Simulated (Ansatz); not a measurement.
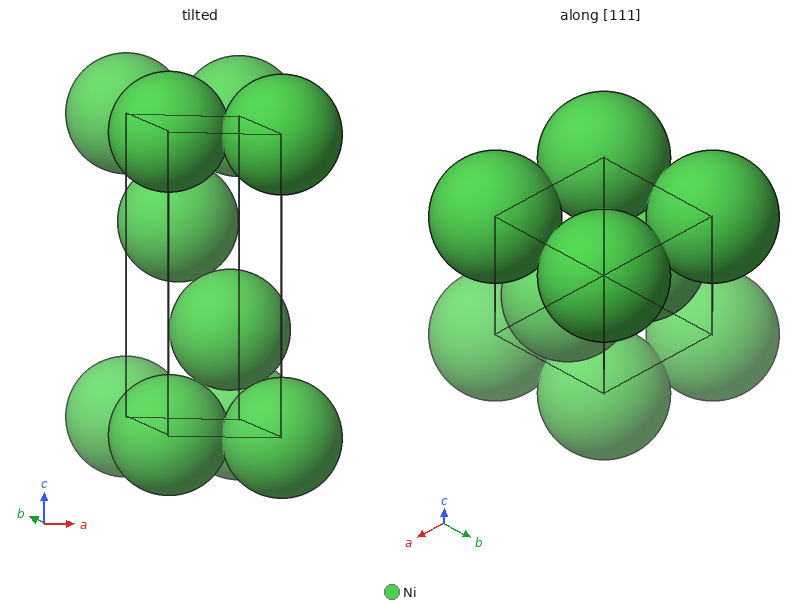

View slightly off an axis and along [111], drawn as a space-filling model. The conventional unit cell is drawn as a box. Cell: a = 2.313 Å, b = 2.313 Å, c = 6.246 Å, α = 90.00°, β = 90.00°, γ = 120.00°.

In words:

- The element is nickel.
- Its lattice is rhombohedral (trigonal R), its space group R-3m (No. 166).
- The cell holds three atoms.
- The coordination shell of Ni holds twelve Ni in a distorted cuboctahedral arrangement at about 2.3 to 2.5 Å.

Provenance: a structure listed in the Materials Project. The cell was then strained or its atoms displaced on purpose. A calculation with Ansatz used it as input.

At this level of theory the cell isn't at rest (compressed, at 27 GPa), so its distances can differ from those at equilibrium, the more so the softer the solid.
